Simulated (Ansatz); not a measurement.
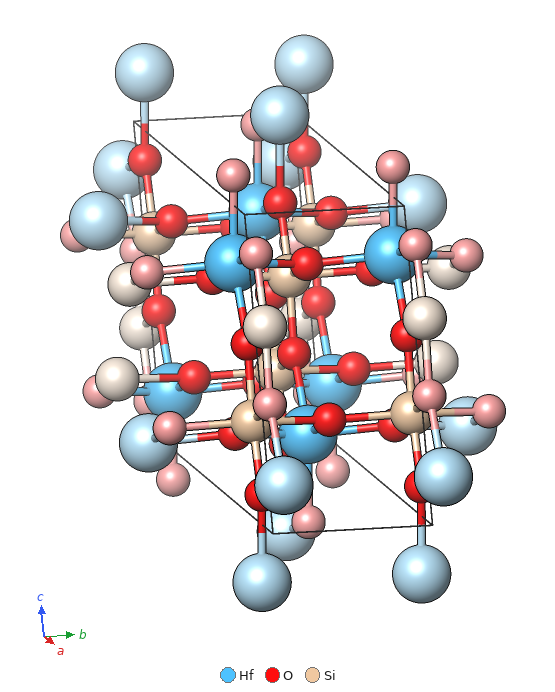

The figure gives a ball-and-stick picture of the atoms, viewed slightly off an axis. Lines trace the edges of the conventional unit cell. Neighbours across the faces are drawn wherever a bond reaches them, in fainter colours.

HfSiO₄, space group C2/m (No. 12), a = 10.376 Å, b = 3.745 Å, c = 7.371 Å, α = 90.00°, β = 111.03°, γ = 90.00°. The cell started as a structure type filled with these elements by a generator (whether the compound takes this form wasn't checked). Earlier steps of the study, as a rule a relaxation of our own, may have changed the cell and positions, so they can lie some per cent off the listed ones. A calculation with Ansatz used it as input.

This one geometry was computed with Ansatz (DFT, plane waves, PAW) at five levels of theory: r2SCAN, PBE0, PBE with spin-orbit coupling, HSE06 and PBE. It was relaxed beforehand with r2SCAN.

Q: Which level gives the highest pressure at this volume, and what does that say about its equilibrium volume?

A: Highest: PBE with spin-orbit coupling (5.9 GPa) and PBE (6.1 GPa), which points to the largest equilibrium volume. Lowest, with the smallest volume: r2SCAN (0.0 GPa), PBE0 (-0.4 GPa) and HSE06 (-0.4 GPa). Levels within 0.5 GPa of each other can't be told apart.

Q: How does the band gap change with the level of theory?

A: PBE with spin-orbit coupling: a gap of 4.32 eV, direct; PBE: a gap of 4.33 eV, direct; r2SCAN: a gap of 4.81 eV, direct; HSE06: a gap of 5.98 eV, direct; PBE0: a gap of 6.75 eV, direct.

Q: Collect the results in a table.

A:
| level | cutoff (eV) | k-mesh of the run's cell | gap (eV) | pressure (GPa) |
| --- | --- | --- | --- | --- |
| r2SCAN | 500 | 8×8×4 | 4.81 | 0.0 |
| PBE0 | 420 | 4×4×2 | 6.75 | -0.4 |
| PBE with spin-orbit coupling | 420 | 8×8×4 | 4.32 | 5.9 |
| HSE06 | 420 | 4×4×2 | 5.98 | -0.4 |
| PBE | 420 | 8×8×4 | 4.33 | 6.1 |

Gaps are taken on the k-mesh or band path of each run.
